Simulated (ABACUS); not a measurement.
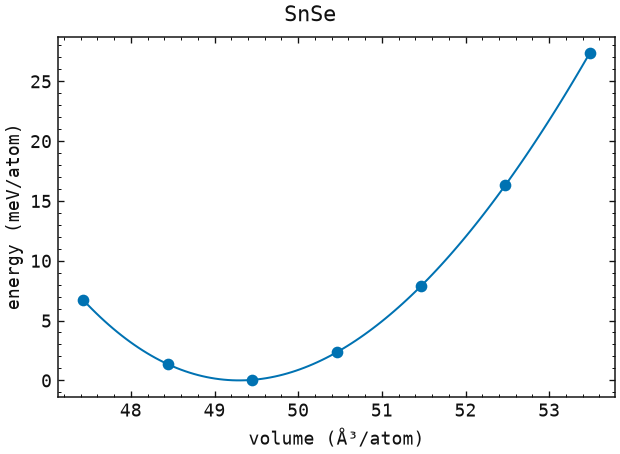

The figure shows the energy against volume for SnSe, space group P4/nmm (No. 129).

Cell as given: a = 4.285 Å, b = 4.285 Å, c = 10.991 Å, α = 90.00°, β = 90.00°, γ = 90.00°; 4 atoms.

Calculation (ABACUS 3.10.1): DFT in plane waves or numerical atomic orbitals with pseudopotentials, no spin polarisation; energies at scaled volumes of the given cell, shape and fractions fixed, counted from the fit's minimum, third-order Birch-Murnaghan fit. Level: PBEsol.

- k mesh: 6×6×3
- occupations: Fermi–Dirac
- smearing width: 0.05 eV
- potentials: PseudoDojo NC SR 0.4.1 PBEsol standard
- wave cutoff: 1184 eV
- density cutoff: 4735 eV
- program settings: basis pw

> Give the fitted equation-of-state parameters.

A third-order Birch–Murnaghan fit gives V0 = 49.30 Å³/atom, B0 = 28.5 GPa and B′ = 4.4.

Limits of the calculation: shape and atomic fractions are frozen while scaling, which makes layered, chain and framework solids too stiff.
